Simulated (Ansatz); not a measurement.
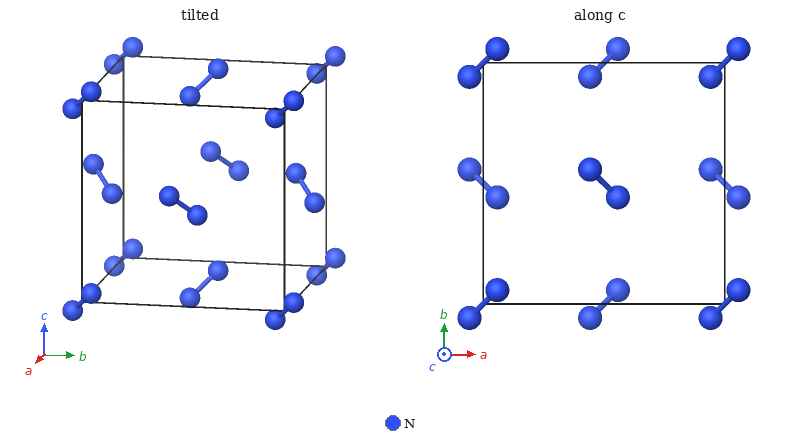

The structure above is drawn in ball-and-stick style and viewed slightly off an axis and along the c axis. Atoms at the boundary of the unit cell (the box) are drawn once for each face, edge or corner they touch.

N, a = 5.473 Å, b = 5.473 Å, c = 5.473 Å, α = 90.00°, β = 90.00°, γ = 90.00°. Within 0.01 Å the space group is Pa-3 (No. 205), primitive cubic. Provenance: a structure listed in the Materials Project. Earlier steps of the study, as a rule a relaxation of our own, may have changed the cell and positions, so they can lie some per cent off the listed ones. It was the input of a calculation with Ansatz.

This one geometry was computed with Ansatz (DFT, plane waves, PAW) at four levels of theory: PBE, HSE06, PBE0 and r2SCAN.

Q: Which level gives the highest pressure at this volume, and what does that say about its equilibrium volume?

A: Highest: PBE (2.7 GPa), which points to the largest equilibrium volume. Lowest, with the smallest volume: HSE06 (-0.2 GPa) and PBE0 (-0.3 GPa). Levels within 0.5 GPa of each other can't be told apart.

Q: How does the band gap change with the level of theory?

A: PBE: a gap of 7.34 eV, indirect; r2SCAN: a gap of 8.00 eV, indirect; HSE06: a gap of 9.64 eV, indirect; PBE0: a gap of 10.45 eV, indirect.

Q: Collect the results in a table.

A:
| level | cutoff (eV) | k-mesh of the run's cell | gap (eV) | pressure (GPa) |
| --- | --- | --- | --- | --- |
| PBE | 420 | 6×6×6 | 7.34 | 2.7 |
| HSE06 | 420 | 4×4×4 | 9.64 | -0.2 |
| PBE0 | 420 | 4×4×4 | 10.45 | -0.3 |
| r2SCAN | 500 | 6×6×6 | 8.00 | 0.3 |

Gaps are taken on the k-mesh or band path of each run.
